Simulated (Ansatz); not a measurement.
# Geometry relaxation of CdS (part 1 of 2)

- system: CdS (P1, 8 atoms in the cell)
- method: DFT, PBEsol, plane waves, PAW, no spin polarisation (Ansatz 0.2.0)

The structure derives from a Materials Project entry.

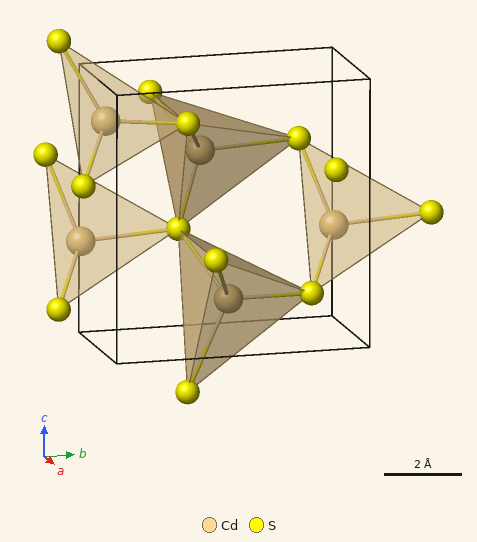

Figure 1. The structure as given in the input (polyhedral view of the cell of the calculation, set on other vectors, seen slightly off an axis; polyhedra are completed across the faces of the cell). An atom can appear more than once, as a periodic image.

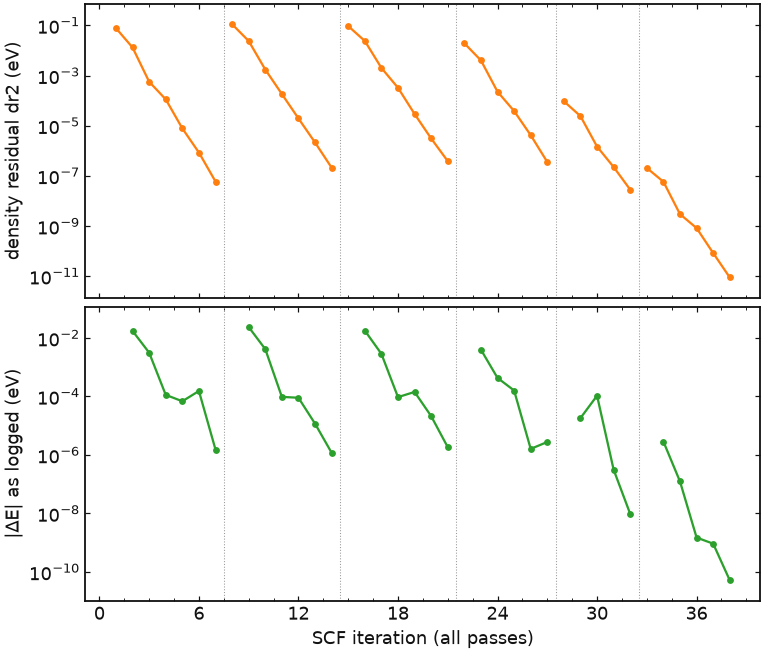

Figure 2. Convergence of the self-consistent field: density residual dr2 and size of the energy change against the SCF iteration. The dotted lines part the SCF passes of the relaxation: geometry steps, rejected trials and re-solves on a re-selected basis. The 6 passes take 5 to 7 iterations each, 38 in all.

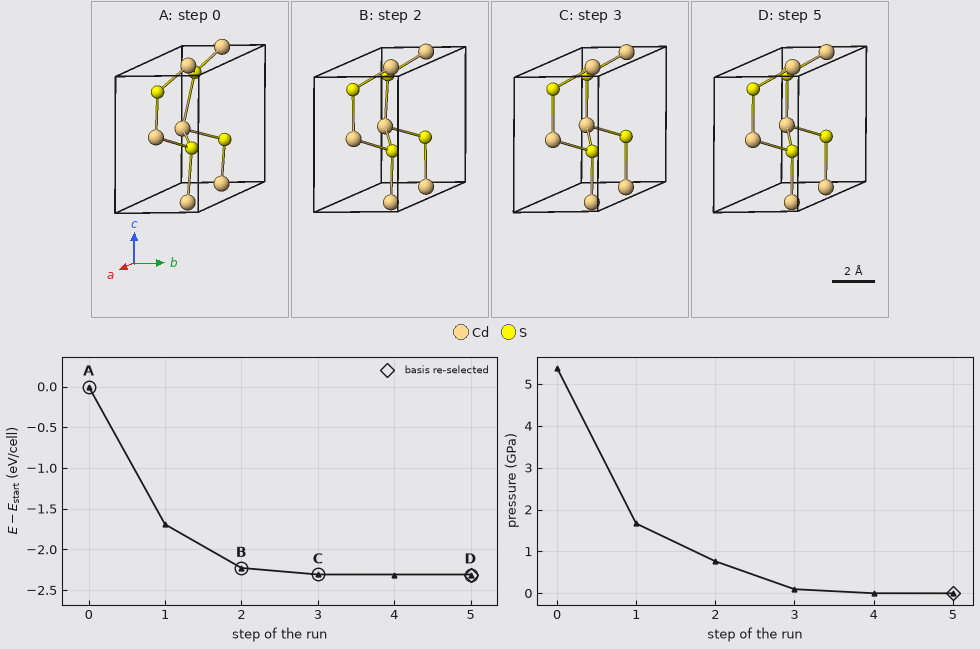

Figure 3. Frames of the relaxation (ball-and-stick view of the cell of the calculation, seen slightly off an axis) above the curves, on which the letters mark them (the first geometry is step 0 here and step 1 in the log).

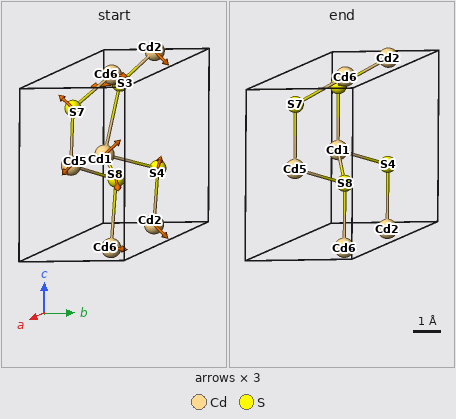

Figure 4. Before (left) and after (right) the relaxation, at one scale (ball-and-stick view of the cell of the calculation, seen slightly off an axis). The orange arrows give the displacements (without the part carried along by the change of the cell), magnified 3 times. The energy falls by 2.308 eV per cell of the calculation in 4 geometry steps. Largest force component: 3.4 eV/Å at the start, 0.00064 eV/Å at the end. The pressure goes from 5.39 to 0.00 GPa. The largest move relative to the cell is that of S3, 0.38 Å. Largest moves by element: S 0.38 Å, Cd 0.29 Å. The volume changes by +0.2 %, with a 8.210 → 8.246 Å (+0.4 %), b 4.071 → 4.125 Å (+1.3 %), c 6.782 → 6.710 Å (−1.1 %), α 90.2° → 90.0°, β 90.6° → 90.0°, γ 119.5° → 120.0°. Among the contacts that change: Cd2–S3 3.088 → 2.521 Å, Cd6–S7 2.981 → 2.521 Å, Cd1–S8 2.186 → 2.521 Å, Cd1–S3 2.846 → 2.527 Å. Among the angles that change: Cd2–S3–Cd6 125.2° → 109.7°, Cd1–S3–Cd2 124.6° → 109.2°, S3–Cd6–S7 124.5° → 109.7°. The space group (tolerance 0.01 Å) goes from P1 (No. 1) to P6_3mc (No. 186). A last SCF at the same geometry on a re-selected plane-wave basis shifts the energy by next to nothing (0.0 meV per cell of the calculation). (Atoms are counted from 1 in the order of the input.)

The input that produced these results follows, with the program's output.

**Input**
```yaml
crystal:
  lattice:
    - [8.2097996313, 0.05868704, -0.0428743797]
    - [-2.0270376741, 3.5301035943, -0.0057538386]
    - [-0.0348632472, -0.0309333612, 6.7821902059]
  atoms:
    - { symbol: Cd, position: [0.3435250686, 0.2846176587, 0.4698987315] }
    - { symbol: Cd, position: [0.1502243666, 0.602678384, 0.0227004952] }
    - { symbol: S, position: [0.341369686, 0.4275130229, 0.880583368] }
    - { symbol: S, position: [0.1832836557, 0.6643236993, 0.3521217951] }
    - { symbol: Cd, position: [0.8503430667, 0.3702372188, 0.5193015412] }
    - { symbol: Cd, position: [0.6544998243, 0.5989913897, -0.001619149] }
    - { symbol: S, position: [0.8517222266, 0.388216339, 0.8505255075] }
    - { symbol: S, position: [0.6374457842, 0.6302881086, 0.3912937543] }
kpoints:
  mp_grid: { grid: [6, 6, 4] }
hamiltonian:
  xc: pbesol
scf:
  occupations: { method: fermi_dirac, width: 0.05 }
relax:
  f_tol: 0.01
  cell: {}
  max_steps: 120
```

Command:
```bash
ansatz run input.yaml --threads 2 --pin off --max-ram 2211MiB --backend cpu --events-out ev --progress --plain --runs-dir out
```

**The program's output**
```
Engine: ansatz 0.2.0, aarch64-unknown-linux-gnu
Pseudopotentials: kind: paw
Pseudopotential: Cd, paw, valence charge 20, recommended cutoff 420 eV (normal), Cd.paw.azcp
Pseudopotential: S, paw, valence charge 6, recommended cutoff 420 eV (normal), S.paw.azcp
Functional definition: PBEsol
  exchange = pbesol_x
  correlation = pbesol_c
Crystal: 8 atoms, lattice volume = 197.355 Å³
Basis set: ecut = 420 eV, 3867 PW (Γ), exchange–correlation on 120×60×96 points (8 copies of the dense FFT grid, shifted against one another)
Bands: 63, of which v1, the nominal top of the filled ones, is band 52 counted from 1 (51 counted from 0)
Symmetry: 1 space group operations
Space group: P1 (ITA 1), of the structure as read, at distance tolerance 5.8e-5 Å
k-points: 76 of 144 (time reversal used)
Non-local potential: Cd, projectors of the file, l = 0: 3, l = 1: 2, l = 2: 2, l = 3: 1
Non-local potential: S, projectors of the file, l = 0: 2, l = 1: 2, l = 2: 2
PAW form: soft (Blöchl's): semilocal exchange-correlation on the pseudo side does not see the compensation charge
PAW frozen core: Cd, regenerated for the run's functional, and the local potential with it (the file was generated under x = pbe(κ = 0.804, μ = 0.2195149727645171), c = pbe(β = 0.06672455060314922))
PAW frozen core: S, regenerated for the run's functional, and the local potential with it (the file was generated under x = pbe(κ = 0.804, μ = 0.2195149727645171), c = pbe(β = 0.06672455060314922))
PAW one-centre angular grid: Cd, 590 points (default); XC on 64 Gauss nodes
PAW one-centre angular grid: S, 110 points (default); XC on 64 Gauss nodes
Initial density: superposition of atomic densities (neutral atoms: chi_scale 0, normalization atom), corrected by the library's trained network
Initial wavefunctions: pseudopotential atomic-orbital guess
Functional: x = pbesol(κ = 0.804, μ = 0.12345679012345678), c = pbesol(β = 0.046)
SCF iter   1: F=—  HF=-36278.616619 eV  |F-HF|=—  |Δ(HF+E_count)|=         —  Δρ=5.36e-3  dr2=7.70e-2  ethr=1.77e-3  ⟨swp⟩=6.5  Hψ=17886  notcnv=0  defer=56
preconditioner: auto → Resta (q_TF=auto, 2.452 Å⁻¹)  ε∞=4.8  [insulator: Δε(μ)=0.938 eV  Ē_g=11.441 eV  σ=0.050 eV  W_gap=1.00  n_scr=46 (ndim 8)  ℏωp=22.4 eV  f_vac=0.122  D(μ)=0.00/eV (n_scr^D=0)  ε∞_Penn≈4.8]
SCF iter   2: F=—  HF=-36278.599414 eV  |F-HF|=—  |Δ(HF+E_count)|=   1.72e-2  Δρ=2.06e-3  dr2=1.31e-2  ethr=7.40e-5  ⟨swp⟩=2.8  Hψ=8360  notcnv=0  defer=197
SCF iter   3: F=—  HF=-36278.596303 eV  |F-HF|=—  |Δ(HF+E_count)|=   3.11e-3  Δρ=4.92e-4  dr2=5.64e-4  ethr=1.26e-5  ⟨swp⟩=2.0  Hψ=7121  notcnv=0  defer=197
SCF iter   4: F=—  HF=-36278.596416 eV  |F-HF|=—  |Δ(HF+E_count)|=   1.12e-4  Δρ=2.04e-4  dr2=1.12e-4  ethr=5.42e-7  ⟨swp⟩=2.1  Hψ=7145  notcnv=0  defer=197
SCF iter   5: F=—  HF=-36278.596483 eV  |F-HF|=—  |Δ(HF+E_count)|=   6.77e-5  Δρ=5.54e-5  dr2=7.77e-6  ethr=1.07e-7  ⟨swp⟩=2.0  Hψ=6978  notcnv=0  defer=197
SCF iter   6: F=—  HF=-36278.596635 eV  |F-HF|=—  |Δ(HF+E_count)|=   1.52e-4  Δρ=1.85e-5  dr2=8.46e-7  ethr=7.47e-9  ⟨swp⟩=2.1  Hψ=6950  notcnv=0  defer=197
SCF iter   7: F=-36278.596637 eV  HF=-36278.596637 eV  |F-HF|=9.03e-8  |Δ(HF+E_count)|=   1.51e-6  Δρ=4.59e-6  dr2=5.91e-8  ethr=9.62e-11  ⟨swp⟩=4.3  Hψ=15773  notcnv=0
SCF 1 converged in 7 iterations: F = -36278.596637 eV  dr2 = 5.91e-8
  greatest PAW one-centre occupation: 1.000 electrons in one spin orbital (limit 2), on the Cd atom at site 1 (counted from 0), in its partial waves of l = 0
relax step   1: F+E_penalty+E_count = -36278.59663683 eV  Δ(F+E_penalty+E_count) = +0.000e0 eV  max|allowed force component| = 3.434e0 eV/Å  Δτ_max = 0.0000 Å  P = +5.388 GPa  Ω = 197.355 Å³  (7 SCF iters, dr2 threshold 1.00e-7 eV, accepted)
Crystal: 8 atoms, lattice volume = 196.134 Å³
Basis set: ecut = 420 eV, 3843 PW (Γ), exchange–correlation on 120×60×96 points (8 copies of the dense FFT grid, shifted against one another)
Initial density: handed on by an earlier stage of this run
Initial wavefunctions: those handed on with the density
iter 1 solved again at ethr=1.06e-4 eV; its pass at ethr=3.10e-3 eV (dr2=1.10e-1 eV) is discarded
SCF iter   1: F=—  HF=-36280.316011 eV  |F-HF|=—  |Δ(HF+E_count)|=         —  Δρ=8.14e-3  dr2=1.11e-1  ethr=1.06e-4  ⟨swp⟩=2.1  Hψ=21479  notcnv=0
preconditioner: auto → Resta (q_TF=auto, 2.455 Å⁻¹)  ε∞=4.8  [insulator: Δε(μ)=0.980 eV  Ē_g=11.482 eV  σ=0.050 eV  W_gap=1.00  n_scr=46 (ndim 8)  ℏωp=22.5 eV  f_vac=0.107  D(μ)=0.00/eV (n_scr^D=0)  ε∞_Penn≈4.8]
SCF iter   2: F=—  HF=-36280.292657 eV  |F-HF|=—  |Δ(HF+E_count)|=   2.34e-2  Δρ=4.09e-3  dr2=2.38e-2  ethr=1.06e-4  ⟨swp⟩=3.0  Hψ=8098  notcnv=0
SCF iter   3: F=—  HF=-36280.288540 eV  |F-HF|=—  |Δ(HF+E_count)|=   4.12e-3  Δρ=9.47e-4  dr2=1.73e-3  ethr=2.29e-5  ⟨swp⟩=2.9  Hψ=7667  notcnv=0
SCF iter   4: F=—  HF=-36280.288444 eV  |F-HF|=—  |Δ(HF+E_count)|=   9.56e-5  Δρ=2.73e-4  dr2=1.83e-4  ethr=1.66e-6  ⟨swp⟩=2.0  Hψ=7610  notcnv=0
SCF iter   5: F=—  HF=-36280.288533 eV  |F-HF|=—  |Δ(HF+E_count)|=   8.92e-5  Δρ=9.05e-5  dr2=1.94e-5  ethr=1.76e-7  ⟨swp⟩=2.0  Hψ=8058  notcnv=0
SCF iter   6: F=—  HF=-36280.288545 eV  |F-HF|=—  |Δ(HF+E_count)|=   1.16e-5  Δρ=2.53e-5  dr2=2.13e-6  ethr=1.86e-8  ⟨swp⟩=2.0  Hψ=7342  notcnv=0
SCF iter   7: F=-36280.288546 eV  HF=-36280.288546 eV  |F-HF|=1.97e-7  |Δ(HF+E_count)|=   1.17e-6  Δρ=7.94e-6  dr2=2.11e-7  ethr=7.69e-10  ⟨swp⟩=4.0  Hψ=13973  notcnv=0
SCF 2 converged in 7 iterations: F = -36280.288546 eV  dr2 = 2.11e-7
relax step   2: F+E_penalty+E_count = -36280.28854612 eV  Δ(F+E_penalty+E_count) = -1.692e0 eV  max|allowed force component| = 9.571e-1 eV/Å  Δτ_max = 0.1960 Å  P = +1.666 GPa  Ω = 196.134 Å³  energy of the carried Pulay correction = +1.839e-4 eV  (7 SCF iters, dr2 threshold 8.00e-7 eV, accepted)
Crystal: 8 atoms, lattice volume = 195.740 Å³
Basis set: ecut = 420 eV, 3831 PW (Γ), exchange–correlation on 120×60×96 points (8 copies of the dense FFT grid, shifted against one another)
iter 1 solved again at ethr=8.91e-5 eV; its pass at ethr=3.10e-3 eV (dr2=9.27e-2 eV) is discarded
SCF iter   1: F=—  HF=-36280.844067 eV  |F-HF|=—  |Δ(HF+E_count)|=         —  Δρ=8.98e-3  dr2=9.36e-2  ethr=8.91e-5  ⟨swp⟩=2.1  Hψ=21602  notcnv=0
preconditioner: auto → Resta (q_TF=auto, 2.455 Å⁻¹)  ε∞=4.8  [insulator: Δε(μ)=1.075 eV  Ē_g=11.481 eV  σ=0.050 eV  W_gap=1.00  n_scr=46 (ndim 8)  ℏωp=22.5 eV  f_vac=0.111  D(μ)=0.00/eV (n_scr^D=0)  ε∞_Penn≈4.8]
SCF iter   2: F=—  HF=-36280.826323 eV  |F-HF|=—  |Δ(HF+E_count)|=   1.77e-2  Δρ=4.69e-3  dr2=2.39e-2  ethr=8.91e-5  ⟨swp⟩=3.0  Hψ=7929  notcnv=0
SCF iter   3: F=—  HF=-36280.823483 eV  |F-HF|=—  |Δ(HF+E_count)|=   2.84e-3  Δρ=8.72e-4  dr2=2.01e-3  ethr=2.30e-5  ⟨swp⟩=2.3  Hψ=7195  notcnv=0
SCF iter   4: F=—  HF=-36280.823577 eV  |F-HF|=—  |Δ(HF+E_count)|=   9.38e-5  Δρ=3.68e-4  dr2=3.24e-4  ethr=1.93e-6  ⟨swp⟩=2.0  Hψ=7743  notcnv=0
SCF iter   5: F=—  HF=-36280.823718 eV  |F-HF|=—  |Δ(HF+E_count)|=   1.41e-4  Δρ=1.12e-4  dr2=2.92e-5  ethr=3.11e-7  ⟨swp⟩=2.0  Hψ=7751  notcnv=0
SCF iter   6: F=—  HF=-36280.823739 eV  |F-HF|=—  |Δ(HF+E_count)|=   2.10e-5  Δρ=3.04e-5  dr2=3.08e-6  ethr=2.81e-8  ⟨swp⟩=2.0  Hψ=7453  notcnv=0
SCF iter   7: F=-36280.823741 eV  HF=-36280.823740 eV  |F-HF|=3.28e-7  |Δ(HF+E_count)|=   1.82e-6  Δρ=1.09e-5  dr2=3.85e-7  ethr=7.69e-10  ⟨swp⟩=4.1  Hψ=15610  notcnv=0
SCF 3 converged in 7 iterations: F = -36280.823741 eV  dr2 = 3.85e-7
relax step   3: F+E_penalty+E_count = -36280.82374070 eV  Δ(F+E_penalty+E_count) = -5.352e-1 eV  max|allowed force component| = 4.283e-1 eV/Å  Δτ_max = 0.2000 Å  P = +0.764 GPa  Ω = 195.740 Å³  energy of the carried Pulay correction = +2.435e-4 eV  (7 SCF iters, dr2 threshold 8.00e-7 eV, accepted)
Crystal: 8 atoms, lattice volume = 197.342 Å³
Basis set: ecut = 420 eV, 3863 PW (Γ), exchange–correlation on 120×60×96 points (8 copies of the dense FFT grid, shifted against one another)
iter 1 solved again at ethr=1.86e-5 eV; its pass at ethr=3.10e-3 eV (dr2=1.94e-2 eV) is discarded
```
